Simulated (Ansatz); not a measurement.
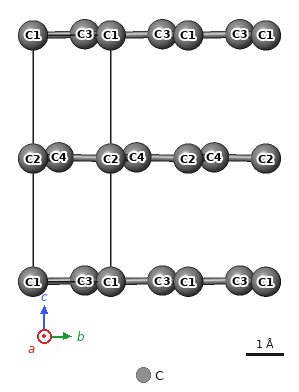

Crystalline C (set up in P6_3mc), before the relaxation. Style: ball-and-stick. Shown: the cell of the calculation, repeated 1 × 3 × 1 with one cell outlined, along the a axis.

These are results of DFT PBE+D3(BJ), scalar-relativistic, plane waves, PAW (Ansatz 0.2.0), not measurements.

The input:
```yaml
crystal:
  lattice:
    - [2.4699988104, 0.0, 0.0]
    - [-1.2349994052, 2.1390817171, 0.0]
    - [0.0, 0.0, 6.79]
  atoms:
    - { symbol: C, position: [0.0, 0.0, 0.0] }
    - { symbol: C, position: [0.0, 0.0, 0.5] }
    - { symbol: C, position: [0.3333333333, 0.6666666667, 0.005] }
    - { symbol: C, position: [0.6666666667, 0.3333333333, 0.505] }
basis:
  ecutwfc: 420
kpoints:
  mp_grid: { grid: [18, 18, 6] }
hamiltonian:
  xc: pbe
  dispersion: d3bj
scf:
  occupations: { method: gaussian, width: 0.1 }
output:
  forces: true
  stress: true
  eigenvalues: true
  write_density: true
  write_potential: true
  elf: true
  volumetric_format: npy
relax:
  adjacent_minimum: "off"
  f_tol: 0.005
  max_steps: 80
  cell: { stress_tol: 0.05 }
```

Command:
```bash
ansatz run input.yaml --threads 1 --pin off --max-ram 3072MiB --backend cpu --events-out ev --progress --plain --runs-dir out
```

Where does the relaxation end?

The largest moves relative to the cell, 0.017 Å, are those of C1, C2, C3 and C4. C3 goes along −c. The volume changes by −1.2 %, with a = b 2.470 → 2.465 Å (−0.2 %), c 6.790 → 6.738 Å (−0.8 %). The space group (tolerance 0.01 Å) goes from P6_3mc (No. 186) to P6_3/mmc (No. 194). Over 4 accepted moves (6 points after the start) the energy falls by 5.2 meV per atom. Largest force component: 0.57 eV/Å at the start, under 0.0001 eV/Å at the end. The pressure goes from −1.87 to 0.00 GPa. At 2 points the geometry stayed and the basis and grid were re-selected for the new cell (energy shift of 0.3 meV per atom at most each time). Cost: 14 s on 1 thread of AMD EPYC 9R45 96-Core Processor (Zen 5) (shared host), peak memory 0.44 GiB.
